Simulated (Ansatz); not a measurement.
System: Ta4As5.

Input

```
crystal:
  lattice:
    - [-4.0762892858, 4.0762892858, 2.5301011111]
    - [4.0762892858, -4.0762892858, 2.5301011111]
    - [4.0762892858, 4.0762892858, -2.5301011111]
  atoms:
    - { symbol: Ta, position: [0.8167806271, 0.5744832162, 0.3912638433] }
    - { symbol: Ta, position: [0.4255167838, 0.8167806271, 0.2422974109] }
    - { symbol: Ta, position: [0.5744832162, 0.1832193729, 0.7577025891] }
    - { symbol: Ta, position: [0.1832193729, 0.4255167838, 0.6087361567] }
    - { symbol: As, position: [0.5, 0.5, 0.0] }
    - { symbol: As, position: [0.9022286211, 0.267440839, 0.1696694601] }
    - { symbol: As, position: [0.732559161, 0.9022286211, 0.6347877821] }
    - { symbol: As, position: [0.267440839, 0.0977713789, 0.3652122179] }
    - { symbol: As, position: [0.0977713789, 0.732559161, 0.8303305399] }
basis:
  ecutwfc: 500
kpoints:
  mp_grid: { grid: [8, 8, 8] }
hamiltonian:
  xc: r2scan
scf:
  occupations: { method: gaussian, width: 0.1 }
output:
  forces: true
  stress: true
  eigenvalues: true
  write_density: true
  write_potential: true
  elf: true
  volumetric_format: npy
relax:
  adjacent_minimum: "off"
  f_tol: 0.01
  max_steps: 60
  cell: { stress_tol: 0.1 }
```

Command:

```sh
ansatz run input.yaml --threads 2 --pin off --max-ram 5120MiB --backend cpu --events-out ev --progress --plain --runs-dir out
```

Below, planes, directions and counts refer to the conventional cell (a = 8.14 Å, b = 8.14 Å, c = 5.08 Å, α = 90.00°, β = 90.00°, γ = 90.00°).

The fields are those of the run's last geometry, not of the input's.

Space group I4/m; computed without spin polarisation.

Method: Ansatz 0.2.0, DFT r2SCAN, scalar-relativistic, plane waves, PAW.

Predict the valence pseudo-density and electron localisation function between the atoms.

Answer. Ta–As (2.60 Å): ρ is about 0.45 e/Å³ halfway; the ELF is about 0.45 at the midpoint.
Ta–As (2.62 Å): ρ is about 0.4 e/Å³ halfway; the ELF is about 0.35 at the midpoint.
Ta–As (2.75 Å): ρ at the midpoint is about 0.33 e/Å³; the ELF is about 0.40 at the midpoint.

Does the calculation give a band gap?

Answer. It is gapless in this calculation (a metal or semimetal).

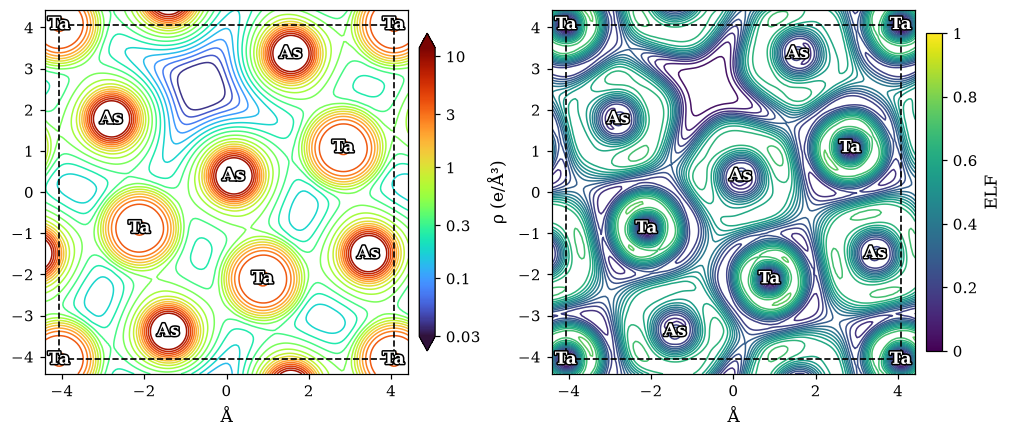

Computed valence pseudo-density and electron localisation function on the (001) plane of the conventional cell, in this order. 
